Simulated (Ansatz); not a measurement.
Consider Ta₃C₂.

Input

```
crystal:
  lattice:
    - [3.1288786179, 0.0, 0.0]
    - [-1.5644393089, 2.7096883684, 0.0]
    - [0.0, 0.0, 30.19391157]
  atoms:
    - { symbol: Ta, position: [0.0, 0.0, 0.87662922] }
    - { symbol: Ta, position: [0.66666667, 0.33333333, 0.20533188] }
    - { symbol: Ta, position: [0.33333333, 0.66666667, 0.5410077] }
    - { symbol: Ta, position: [0.33333333, 0.66666667, 0.79466812] }
    - { symbol: Ta, position: [0.0, 0.0, 0.12337078] }
    - { symbol: Ta, position: [0.66666667, 0.33333333, 0.4589923] }
    - { symbol: Ta, position: [0.0, 0.0, 0.7118368] }
    - { symbol: Ta, position: [0.66666667, 0.33333333, 0.04162708] }
    - { symbol: Ta, position: [0.33333333, 0.66666667, 0.37653929] }
    - { symbol: Ta, position: [0.33333333, 0.66666667, 0.95837292] }
    - { symbol: Ta, position: [0.0, 0.0, 0.2881632] }
    - { symbol: Ta, position: [0.66666667, 0.33333333, 0.62346071] }
    - { symbol: C, position: [0.66666667, 0.33333333, 0.91660037] }
    - { symbol: C, position: [0.33333333, 0.66666667, 0.24546716] }
    - { symbol: C, position: [0.0, 0.0, 0.58087961] }
    - { symbol: C, position: [0.66666667, 0.33333333, 0.75453284] }
    - { symbol: C, position: [0.33333333, 0.66666667, 0.08339963] }
    - { symbol: C, position: [0.0, 0.0, 0.41912039] }
    - { symbol: C, position: [0.66666667, 0.33333333, 0.33220742] }
    - { symbol: C, position: [0.33333333, 0.66666667, 0.66779258] }
basis:
  ecutwfc: 500
kpoints:
  mp_grid: { grid: [12, 12, 2] }
hamiltonian:
  xc: r2scan
scf:
  occupations: { method: gaussian, width: 0.1 }
output:
  forces: true
  stress: true
  eigenvalues: true
  write_density: true
  write_potential: true
  elf: true
  volumetric_format: npy
relax:
  adjacent_minimum: "off"
  f_tol: 0.01
  max_steps: 80
  cell: { stress_tol: 0.05 }
```

Command:

```sh
ansatz run input.yaml --threads 1 --pin off --max-ram 3072MiB --backend cpu --events-out ev --progress --plain --runs-dir out
```

Below, planes, directions and counts refer to the conventional cell (a = 3.13 Å, b = 3.13 Å, c = 30.16 Å, α = 90.00°, β = 90.00°, γ = 120.00°).

The fields are those of the run's last geometry, not of the input's.

Space group P-3m1; a structure from a database of computed crystals, not necessarily the ambient phase; started from the database_164 prototype, which need not be the ambient phase.

All numbers below come from DFT r2SCAN, scalar-relativistic, plane waves, PAW in Ansatz.

Q: What will maps of the valence pseudo-density and electron localisation function show?

A: Ta–Ta (3.13 Å): ρ at the midpoint is about 0.24 e/Å³; the ELF is about 0.30 at the midpoint; no shared electron pair shows on this line.
The ELF has a maximum of about 0.75 in the space between the atoms, 1.8 Å from four Ta atoms, on no atom or two-centre bond.

Q: Does the calculation give a band gap?

A: It is metallic or semimetallic at this level of theory: no gap opens.

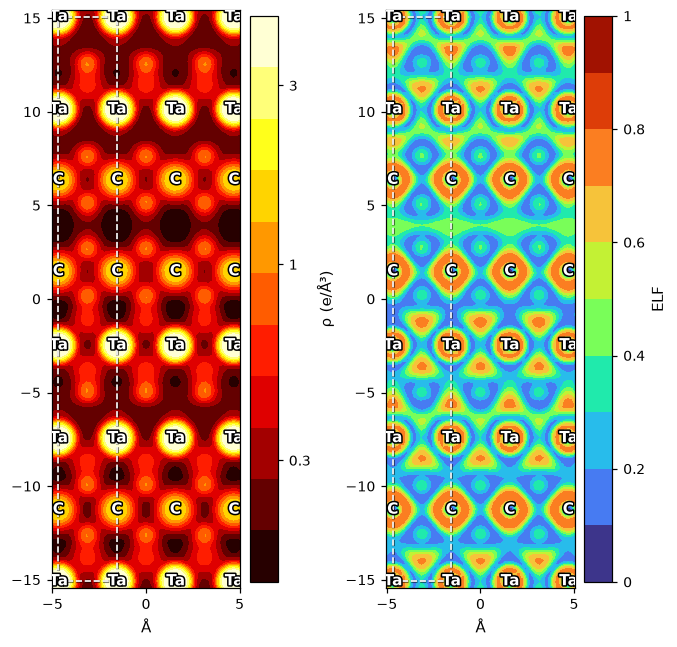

Computed valence pseudo-density and electron localisation function on the (100) plane of the conventional cell, in this order. Atoms just off the plane (Ta, 0.9 Å away and C, 0.9 Å away) can leave unmarked features too.

Core electrons are frozen (PAW), and the valence fields are smoothed inside the atomic spheres.
